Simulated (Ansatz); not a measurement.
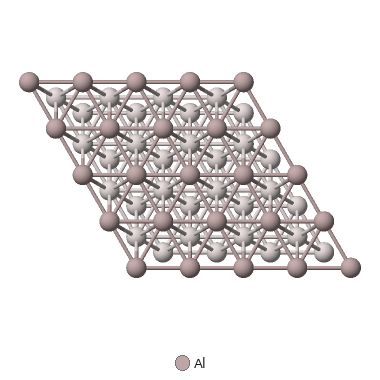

The system is H on an Al(111) slab cut from the Fm-3m phase, its upper half relaxed before the scan (12 atoms of substrate and one adsorbate in a 2 × 2 cell); the picture shows it without the atoms that are moved over the map. 
- H is moved over the surface cell at a fixed height above a rigid substrate; the origin of the map has the adsorbate above Al9; the height is held at 2.80 Å.
- Places are given modulo a cell vector. The map is drawn in real space over the plane of the surface.
- Grid: 6 × 6 points; 10 points were computed and 26 follow by symmetry.
- Places are given in fractions of the 1 × 1 surface cell.
- Energies: meV, counted from the lowest grid point.
- The runs have no spin polarisation, so an open-shell adsorbate far from the surface lies too high. At a fixed height the lowest place need not be the adsorption site.
- All numbers below come from Ansatz 0.2.0, DFT PBE+D3(BJ), scalar-relativistic, plane waves, PAW. Settings: cutoff 420 eV, k-mesh 6×6×1, gaussian smearing 0.1 eV, no spin polarisation.

Range: position of H13 along the first surface vector from 0.000 to 0.833; position of H13 along the second surface vector from 0.000 to 0.833.

What will the energy surface look like?

The lowest grid point is at the top site over a surface Al atom, (0/6, 0/6) of the cell vectors. No other kind of well shows on this grid. The highest grid point, a threefold hollow over a second-layer Al atom, (2/6, 4/6) of the cell vectors, lies 134 meV above the lowest. On the interpolated surface the easiest way out of the lowest well to its copy in the next cell or period passes a barrier of about 110 meV. At the lowest point the adsorbate has 1 Al at 2.80 Å as nearest neighbours, at the highest 3 Al at 3.24 Å.

| second ↓, first → | 0/6 | 1/6 | 2/6 | 3/6 | 4/6 | 5/6 |
| --- | --- | --- | --- | --- | --- | --- |
| 5/6 | 27 | 72 | 117 | 117 | 72 | 27 |
| 4/6 | 83 | 117 | 134 | 117 | 83 | 66 |
| 3/6 | 112 | 117 | 117 | 112 | 106 | 106 |
| 2/6 | 83 | 72 | 83 | 106 | 118 | 106 |
| 1/6 | 27 | 27 | 66 | 106 | 106 | 66 |
| 0/6 | 0 | 27 | 83 | 112 | 83 | 27 |

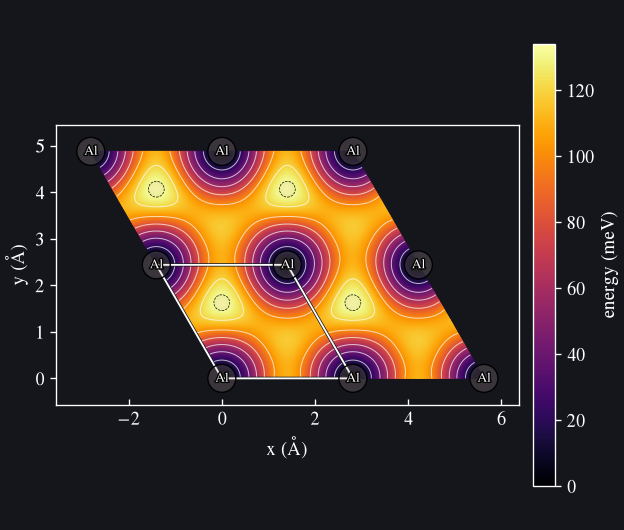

In the figure: a smooth colour map with a few white contour lines, labelled circles for the atoms of the top layer and small ones for the second layer, the outline of one cell of the 2 × 2 shown. Between grid points the surface is interpolated.

The whole map (10 points run) took 9 min on 1 thread of Arm Neoverse N1, with other jobs on the host.

PAW datasets: the set soft_1.
